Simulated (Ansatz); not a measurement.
**Run report: HfO2, single-point calculation (part 1 of 2)**

HfO2 (6 atoms in the cell), computed with DFT, HSE06, plane waves, PAW, no spin polarisation (Ansatz 0.2.0).

The structure was built on a prototype by a generator. The geometry comes from this level: r2SCAN (a point of a series of strains). It belongs to a series of runs on one base structure; here: epitaxial_xy strain -1.0%.

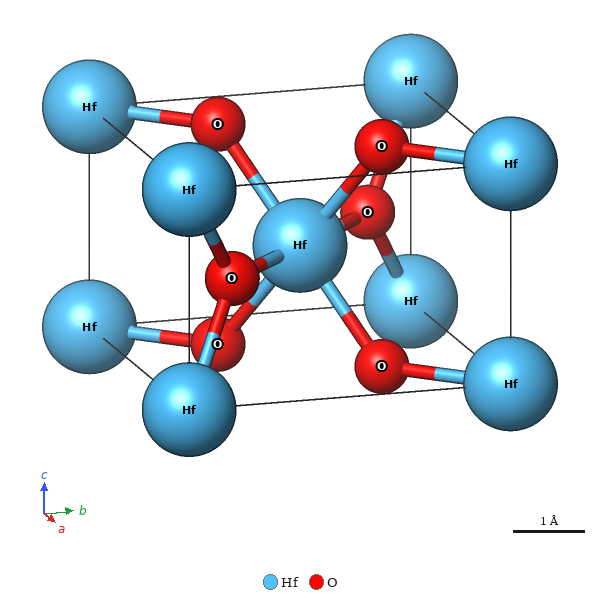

The input geometry (ball-and-stick view of the cell of the calculation, seen slightly off an axis). An atom can appear more than once, as a periodic image. Near neighbours in the periodic cell (some may lie outside the picture): Hf has 6 O at 2.07 to 2.09 Å; O has 3 Hf at 2.07 to 2.09 Å.

**Input**
```yaml
crystal:
  lattice:
    - [4.7898993623, 0.0, 0.0]
    - [0.0, 4.7898993623, 0.0]
    - [0.0, 0.0, 3.2413605665]
  atoms:
    - { symbol: Hf, position: [0.0, 0.0, 0.0] }
    - { symbol: Hf, position: [0.5, 0.5, 0.5] }
    - { symbol: O, position: [0.3054798702, 0.3054798702, 0.0] }
    - { symbol: O, position: [0.1945201298, 0.8054798702, 0.5] }
    - { symbol: O, position: [0.8054798702, 0.1945201298, 0.5] }
    - { symbol: O, position: [0.6945201298, 0.6945201298, 0.0] }
kpoints:
  mp_grid: { grid: [4, 4, 4] }
  band_path:
    path:
      - [0.0, 0.0, 0.0]
      - [0.0, 0.5, 0.0]
      - [0.5, 0.5, 0.0]
      - [0.0, 0.0, 0.5]
      - [0.0, 0.5, 0.5]
      - [0.5, 0.5, 0.5]
    npoints: 1
hamiltonian:
  xc: hse06
scf:
  occupations: { method: fixed }
  n_extra_bands: 5
output:
  forces: true
  stress: true
  eigenvalues: true
  write_density: true
  write_potential: true
  elf: true
  volumetric_format: npy
```

**Output**
```
Warning: output.stress: scf.convergence.dr2_threshold = 1e-7 eV (the SCF's general default) is looser than the 6e-10 eV advised for a printed stress (1e-10 eV for each atom of the cell: 6). What an SCF threshold leaves in a stress goes as its square root, and in the free energy as the threshold itself, and one threshold admits the most on a small cell: of the crystals measured, under no hybrid functional and no lock of the moments, on runs that ended without the residual-converged pass, on stresses that held no estimate of that error, the worst erred by over 100 MPa in a component at 1e-7 eV an atom and by under 5 at 1e-10. Set scf.convergence.dr2_threshold to 6e-10 eV or tighter. The threshold is an SCF's pass mark: one that does not reach it within its budget of iterations ends unconverged, or closes short of it on a stop that the run arms, and scf.convergence.dr2_threshold's page says what that costs each kind of run
Warning: output.stress: scf.exx.energy_threshold = 1e-6 eV is looser than the 6e-8 eV advised for a stress under a hybrid functional (1e-8 eV for each atom of the cell: 6). Every SCF of the exchange loop can meet its threshold on dr2 while the loop round them stops early: no threshold on dr2 bounds what that leaves in the stress. Set scf.exx.energy_threshold to 6e-8 eV or tighter. The threshold is the loop's pass mark: a loop that does not reach it within its budget of cycles ends unconverged, and scf.exx.energy_threshold's page has the law
scf.n_extra_bands = 5 over 38 filled bands (N_el = 76.0): the run solves 43 bands
Engine: ansatz 0.2.0, x86_64-unknown-linux-gnu
Pseudopotentials: kind: paw
Pseudopotential: Hf, paw, valence charge 26, recommended cutoff 420 eV (normal), Hf.paw.azcp
Pseudopotential: O, paw, valence charge 6, recommended cutoff 420 eV (normal), O.paw.azcp
Functional definition: HSE06
  parameter a = 0.25
  parameter omega = 0.11/bohr
  exchange = pbe_x - a*pbe_x_sr(omega) + a*exact_x_sr(omega)
  correlation = pbe_c
davidson cushion auto → on  (no smearing: the cushion is to keep the highest requested band from converging to the state above it; pin scf.eigensolver.cushion to override)
Crystal: 6 atoms, lattice volume = 74.367 Å³
Basis set: ecut = 420 eV, 1463 PW (Γ), exchange–correlation on 72×72×48 points (8 copies of the dense FFT grid, shifted against one another)
Bands: 43, of which v1, the nominal top of the filled ones, is band 38 counted from 1 (37 counted from 0)
Symmetry: 16 space group operations
Space group: P42/mnm (ITA 136), of the structure as read, at distance tolerance 4.2e-5 Å
k-points: 18 of 64
Non-local potential: Hf, projectors of the file, l = 0: 3, l = 1: 2, l = 2: 2, l = 3: 3
Non-local potential: O, projectors of the file, l = 0: 2, l = 1: 2, l = 2: 1
PAW form: soft (Blöchl's): semilocal exchange-correlation on the pseudo side does not see the compensation charge
PAW frozen core: Hf, regenerated for the run's functional, and the local potential with it (the file was generated under x = pbe(κ = 0.804, μ = 0.2195149727645171), c = pbe(β = 0.06672455060314922))
PAW frozen core: O, regenerated for the run's functional, and the local potential with it (the file was generated under x = pbe(κ = 0.804, μ = 0.2195149727645171), c = pbe(β = 0.06672455060314922))
PAW one-centre angular grid: Hf, 590 points (default); XC on 64 Gauss nodes
PAW one-centre angular grid: O, 110 points (default); XC on 96 Gauss nodes
Initial density: superposition of atomic densities (neutral atoms: chi_scale 0, normalization atom), corrected by the library's trained network
Initial wavefunctions: pseudopotential atomic-orbital guess
Functional: x = pbe(κ = 0.804, μ = 0.2195149727645171), c = pbe(β = 0.06672455060314922), warm-up for x = pbe(κ = 0.804, μ = 0.2195149727645171) + 0.25 (exact − pbe) at short range (hse, ω = 0.20786987370883472 Å⁻¹), c = pbe(β = 0.06672455060314922); HSE06 as pw.x's `hse` composes it (authors' and Libxc's form: `xc: wpbeh`)
SCF iter   1: F=—  HF=-33723.132410 eV  |F-HF|=—  |Δ(HF+E_count)|=         —  Δρ=2.91e-3  dr2=4.86e-3  ethr=1.77e-3  ⟨swp⟩=5.3  Hψ=3146  notcnv=0
preconditioner: auto → none  [insulator: Δε(μ)=4.083 eV  Ē_g=17.045 eV  n_scr=30 (ndim 8)  ℏωp=36.5 eV  f_vac=0.084]
SCF iter   2: F=-33723.133555 eV  HF=-33723.133730 eV  |F-HF|=1.75e-4  |Δ(HF+E_count)|=   1.32e-3  Δρ=1.54e-3  dr2=9.25e-4  ethr=6.40e-6  ⟨swp⟩=4.3  Hψ=2807  notcnv=0
SCF 1 stopped early in 2 iterations: F = -33723.133555 eV  dr2 = 9.25e-4
  greatest PAW one-centre occupation: 0.999 electrons in one spin orbital (limit 2), on the Hf atom at site 1 (counted from 0), in its partial waves of l = 0
Initial density: handed on by an earlier stage of this run
Initial wavefunctions: those handed on with the density
Functional: x = pbe(κ = 0.804, μ = 0.2195149727645171) + 0.25 (exact − pbe) at short range (hse, ω = 0.20786987370883472 Å⁻¹), c = pbe(β = 0.06672455060314922); HSE06 as pw.x's `hse` composes it (authors' and Libxc's form: `xc: wpbeh`)
Exchange kernel: α = 0.2500, screened, ω = 0.2079 Å⁻¹, Wigner–Seitz truncation, v(0) = 1029.4417 eV·Å³, q-mesh 4×4×4, nearest image of the exchange supercell L = 12.97 Å, pair-density grid 30×30×20, without the augmentation charges, whose exchange is taken in its separable form by FFT convolution over the k-point mesh (sized by the pseudopotential files, 36×36×24 at the most), smooth part of the exact exchange by density-matrix convolution in up to 2.61 GiB of GPU memory as planned if the GPU has room (build and FFT work areas not counted)
Frozen-core exchange: fock
SCF iter   1: F=—  HF=-33723.560356 eV  |F-HF|=—  |Δ(HF+E_count)|=         —  Δρ=1.01e-2  dr2=7.40e-2  ethr=1.22e-5  ⟨swp⟩=6.2  Hψ=3528  notcnv=0
preconditioner: auto → none  [insulator: Δε(μ)=5.867 eV  Ē_g=20.483 eV  n_scr=30 (ndim 8)  ℏωp=36.5 eV  f_vac=0.088]
SCF iter   2: F=—  HF=-33723.459397 eV  |F-HF|=—  |Δ(HF+E_count)|=   1.01e-1  Δρ=6.79e-3  dr2=2.15e-2  ethr=1.22e-5  ⟨swp⟩=4.0  Hψ=2933  notcnv=0
SCF iter   3: F=—  HF=-33723.453289 eV  |F-HF|=—  |Δ(HF+E_count)|=   6.11e-3  Δρ=2.03e-3  dr2=5.37e-3  ethr=1.22e-5  ⟨swp⟩=3.0  Hψ=2483  notcnv=0
SCF iter   4: F=—  HF=-33723.492253 eV  |F-HF|=—  |Δ(HF+E_count)|=   3.90e-2  Δρ=1.83e-3  dr2=3.01e-3  ethr=1.85e-6  ⟨swp⟩=4.0  Hψ=2889  notcnv=0
SCF iter   5: F=—  HF=-33723.490990 eV  |F-HF|=—  |Δ(HF+E_count)|=   1.26e-3  Δρ=9.67e-4  dr2=5.52e-4  ethr=1.85e-6  ⟨swp⟩=4.0  Hψ=2420  notcnv=0
iter 6 solved again at ethr=1.10e-8 eV; its pass at ethr=6.14e-7 eV (dr2=8.37e-6 eV) is discarded
SCF iter   6: F=—  HF=-33723.490832 eV  |F-HF|=—  |Δ(HF+E_count)|=   1.58e-4  Δρ=1.52e-4  dr2=8.00e-5  ethr=1.10e-8  ⟨swp⟩=3.0  Hψ=4047  notcnv=0
eigensolver tolerance schedule: the retry pair's looser diagonalisation over-reported the residual by 0.12 of it (diagonalisation noise at 0.13 of the residual, at the tolerance the schedule requests for it); recorded, not acted on — ethr = c·dr2/N_el stays at c = 1.0e-1
SCF iter   7: F=—  HF=-33723.491499 eV  |F-HF|=—  |Δ(HF+E_count)|=   6.68e-4  Δρ=2.77e-4  dr2=6.72e-5  ethr=9.81e-9  ⟨swp⟩=4.6  Hψ=3035  notcnv=0
SCF iter   8: F=-33723.491476 eV  HF=-33723.491476 eV  |F-HF|=2.02e-8  |Δ(HF+E_count)|=   2.35e-5  Δρ=1.29e-5  dr2=1.51e-6  ethr=9.81e-9  ⟨swp⟩=4.0  Hψ=2641  notcnv=0
SCF 2 stopped early in 8 iterations: F = -33723.491476 eV  dr2 = 1.51e-6
  Residual-converged pass: ⟨swp⟩=2.9  Hψ=1972  notcnv=0  max |occ|·‖R‖ = 6.4e-6 eV (tolerance 6.7e-6 eV)  dr2=1.50e-6  dr2_onsite=1.55e-8  max |Δocc| = 0.0e0
  greatest PAW one-centre occupation: 1.003 electrons in one spin orbital (limit 2), on the Hf atom at site 1 (counted from 0), in its partial waves of l = 0
hybrid outer 1: dexx = +4.320e-2 eV, tail = 2.13e-3 eV
Exchange kernel: α = 0.2500, screened, ω = 0.2079 Å⁻¹, Wigner–Seitz truncation, v(0) = 1029.4417 eV·Å³, q-mesh 4×4×4, nearest image of the exchange supercell L = 12.97 Å, pair-density grid 30×30×20, without the augmentation charges, whose exchange is taken in its separable form by FFT convolution over the k-point mesh (sized by the pseudopotential files, 36×36×24 at the most), smooth part of the exact exchange by density-matrix convolution in up to 2.61 GiB of GPU memory as planned if the GPU has room (build and FFT work areas not counted)
Frozen-core exchange: fock
SCF iter   1: F=—  HF=-33723.490204 eV  |F-HF|=—  |Δ(HF+E_count)|=         —  Δρ=1.16e-4  dr2=4.14e-6  ethr=1.40e-5  ⟨swp⟩=2.1  Hψ=1711  notcnv=0
preconditioner: auto → none  [insulator: Δε(μ)=5.717 eV  Ē_g=20.233 eV  n_scr=30 (ndim 8)  ℏωp=36.5 eV  f_vac=0.093]
SCF iter   2: F=—  HF=-33723.490214 eV  |F-HF|=—  |Δ(HF+E_count)|=   1.01e-5  Δρ=4.61e-5  dr2=6.69e-7  ethr=4.67e-9  ⟨swp⟩=4.7  Hψ=2912  notcnv=0
SCF iter   3: F=—  HF=-33723.490214 eV  |F-HF|=—  |Δ(HF+E_count)|=   1.43e-8  Δρ=2.17e-5  dr2=9.58e-8  ethr=6.92e-10  ⟨swp⟩=3.0  Hψ=1905  notcnv=0
SCF iter   4: F=—  HF=-33723.490214 eV  |F-HF|=—  |Δ(HF+E_count)|=   4.43e-7  Δρ=7.90e-6  dr2=3.00e-8  ethr=7.30e-11  ⟨swp⟩=4.8  Hψ=2689  notcnv=0
SCF iter   5: F=-33723.490214 eV  HF=-33723.490214 eV  |F-HF|=1.46e-11  |Δ(HF+E_count)|=   9.36e-9  Δρ=3.89e-7  dr2=4.62e-10  ethr=3.78e-11  ⟨swp⟩=3.0  Hψ=1981  notcnv=0
SCF 3 converged in 5 iterations: F = -33723.490214 eV  dr2 = 4.62e-10
  Residual-converged pass: ⟨swp⟩=3.7  Hψ=2206  notcnv=0  max |occ|·‖R‖ = 7.7e-7 eV (tolerance 7.7e-7 eV)  dr2=4.57e-10  dr2_onsite=2.01e-11  max |Δocc| = 0.0e0
hybrid outer 2: dexx = +4.252e-6 eV, tail = 3.12e-7 eV, Δε = 1.02e-2 eV (about 4.11e-4 eV left of the loop's levels), ΔF = 2.07e-3 eV/Å (tail 1.20e-3)
Exchange kernel: α = 0.2500, screened, ω = 0.2079 Å⁻¹, Wigner–Seitz truncation, v(0) = 1029.4417 eV·Å³, q-mesh 4×4×4, nearest image of the exchange supercell L = 12.97 Å, pair-density grid 30×30×20, without the augmentation charges, whose exchange is taken in its separable form by FFT convolution over the k-point mesh (sized by the pseudopotential files, 36×36×24 at the most), smooth part of the exact exchange by density-matrix convolution in up to 2.61 GiB of GPU memory as planned if the GPU has room (build and FFT work areas not counted)
Frozen-core exchange: fock
SCF iter   1: F=—  HF=-33723.490214 eV  |F-HF|=—  |Δ(HF+E_count)|=         —  Δρ=5.87e-6  dr2=1.72e-8  ethr=2.06e-9  ⟨swp⟩=3.5  Hψ=1798  notcnv=0
SCF iter   2: F=-33723.490214 eV  HF=-33723.490214 eV  |F-HF|=1.96e-10  |Δ(HF+E_count)|=   3.51e-9  Δρ=1.35e-6  dr2=9.24e-10  ethr=2.09e-11  ⟨swp⟩=3.9  Hψ=2372  notcnv=0
SCF 4 converged in 2 iterations: F = -33723.490214 eV  dr2 = 9.24e-10
  Residual-converged pass: ⟨swp⟩=2.9  Hψ=1779  notcnv=0  max |occ|·‖R‖ = 1.8e-6 eV (tolerance 1.8e-6 eV)  dr2=9.39e-10  dr2_onsite=2.59e-10  max |Δocc| = 0.0e0
```

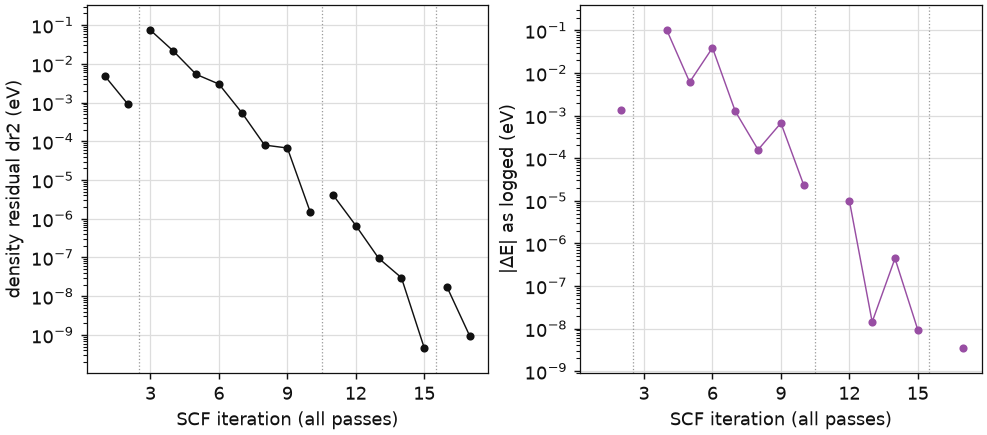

Convergence of the self-consistent field: density residual dr2 and size of the energy change against the SCF iteration. The run starts with a semilocal functional; after that each stretch between dotted lines is one SCF of the hybrid functional between two exact rebuilds of the exchange operator by the outer loop. Early passes are stopped at a loose threshold. The passes take 2, 8, 5 and 2 iterations.

```
hybrid outer 3: dexx = +4.688e-9 eV, tail = 2.94e-9 eV, Δε = 1.25e-4 eV (about 2.13e-5 eV left of the loop's levels), ΔF = 1.29e-5 eV/Å (tail 5.19e-5)
NSCF: frozen V_eff on 6 k-points
hybrid SCF converged: 3 outer / 15 inner (+2 warm-up), last move |dexx| = 4.69e-9 eV, tail = 2.94e-9 eV
Stability not checked: this state was not tested for a lower state beside it, because the functional holds exact exchange (a hybrid, or Hartree-Fock), whose exchange loop this test does not read (fock_operator; see scf.lower_state_search)
Free energy (F): -33723.490214 eV
Frozen-core exchange: fock
Harris-Foulkes:  -33723.490214 eV  (|F-HF|=1.96e-10)
Internal energy: -33723.490214 eV  (E = F + TS)
E sigma→0 (E₀):  -33723.490214 eV
Fermi energy:    11.572711 eV
--- Per-component energies (eV) ---
  E_band       = -301.867574
  E_kinetic    = 1540.937472
  E_local      = -12893.956373  (includes V_loc(G=0)·N_el)
  E_nonlocal   = -2327.785609
  E_hartree    = 5869.342604
  E_xc         = -709.007676
  E_vxc        = -718.019975  (∫ρ·V_xc dr)
  E_exx        = -309.109429  (= α·E_x^exact, valence–valence)
  E_paw        = -14337.665472  (= ΣΔE_a)
  E_vpaw       = 2976.481053  (= ΣTr[D̂ρ^β])
  E_aug_tail   = 0.009945  (compensation charges beyond the density's cutoff)
  E_ewald      = -10558.453081
  E_core_change = 2.197404  (= ΣΔE_core)
  E_smearing   = -0.000000  (= −TS)
  E_closure    = 0.000002  (closes the sum)
  Σ components = -33723.490214   (vs F -33723.490214, Δ=-7.28e-12)
--- Forces (eV/Å), atoms counted from 1 ---
  atom   1  Hf    -0.00000000    -0.00000000     0.00000000
  atom   2  Hf    -0.00000000     0.00000000     0.00000000
  atom   3  O      0.04020448     0.04020448     0.00000000
  atom   4  O     -0.04020448     0.04020448     0.00000000
  atom   5  O      0.04020448    -0.04020448     0.00000000
  atom   6  O     -0.04020448    -0.04020448     0.00000000
  max |Σ_I F_I| component: 6.94e-18 eV/Å
--- Stress (GPa, compression-positive) ---
        4.208699       0.000000       0.000000
        0.000000       4.208699       0.000000
        0.000000       0.000000       0.496414
  P = ⅓ Tr σ = 2.9713 GPa (29.713 kbar)
--- Band table (eV; the first three rows and the last of 18) ---
```
